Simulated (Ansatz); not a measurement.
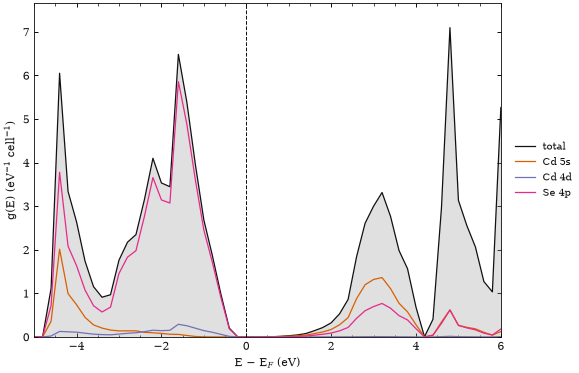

Density of states of CdSe, space group P6_3mc (No. 186), 4 atoms in the cell. Ansatz; DFT, PBE, all-electron LAPW, scalar-relativistic, no spin polarisation, 7×7×4 k mesh, Fermi-Dirac smearing of 0.02 eV. Energies are counted from the Fermi level. The partial curves are projected on atomic shells; they sum to less than the total at higher energies, where shells without a projector contribute.

There is a gap; over the k points computed it is 0.67 eV. By projected weight, the top eV of the valence band is Se 4p almost alone.
